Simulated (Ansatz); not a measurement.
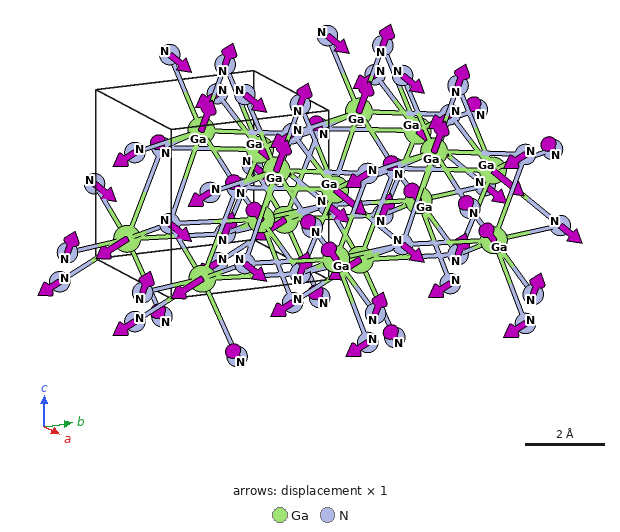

A relaxation of crystalline GaN (built on the FeSi (B20)_198 type) (coarse preliminary run). The starting structure is drawn; purple arrows show the displacements (the part carried along by the change of the cell is left out), at their true length.

The picture is a ball-and-stick view of the cell of the calculation, repeated 2 × 2 × 1 with one cell outlined, seen from a free direction.

Case: FeSi (B20) type (P2_13, No. 198).

Method: Ansatz, DFT PBE, scalar-relativistic, plane waves, PAW. (plane-wave cutoff 420 eV; k-point mesh 4 × 4 × 4; occupations gaussian; smearing width 0.1 eV; no spin polarisation; cell and atoms relaxed; force threshold 0.04 eV/Å; at most 70 steps)

> Atoms of which element are displaced furthest, and by how much?

Gallium: up to 1.06 Å, against 0.74 Å for nitrogen.

> Describe the change and its energy.

The largest moves relative to the cell, 1.06 Å, are those of Ga atoms. By element the largest moves are Ga 1.06 Å, N 0.74 Å. The volume changes by +7.0 %, with a = b = c 4.447 → 4.548 Å (+2.3 %). Among the contacts that change: Ga–N 2.503 → 3.771 Å, Ga–N 2.327 → 1.969 Å, Ga–N 2.230 → 1.969 Å. Bond angles that change, for instance: Ga–N–Ga 71.7° → 109.5°, N–Ga–N 74.2° → 109.5°, Ga–N–Ga 137.4° → 109.5°. The space group (tolerance 0.01 Å) goes from P2_13 (No. 198) to F-43m (No. 216). After 12 accepted moves (15 points after the start) the energy has fallen by 1598 meV per atom. Largest force component: 1.5 eV/Å at the start, 0.00056 eV/Å at the end. Pressure: −6.16 GPa at the start and 0.02 GPa at the end. The line search rejected the trial step at point 10 of the run. At 2 points the geometry stayed and the basis and grid were re-selected for the new cell (energy shift of 3.1 meV per atom at most each time). Cost: 34 s on 1 thread of Intel(R) Xeon(R) 6975P-C (Granite Rapids) (shared host), peak memory 0.38 GiB.
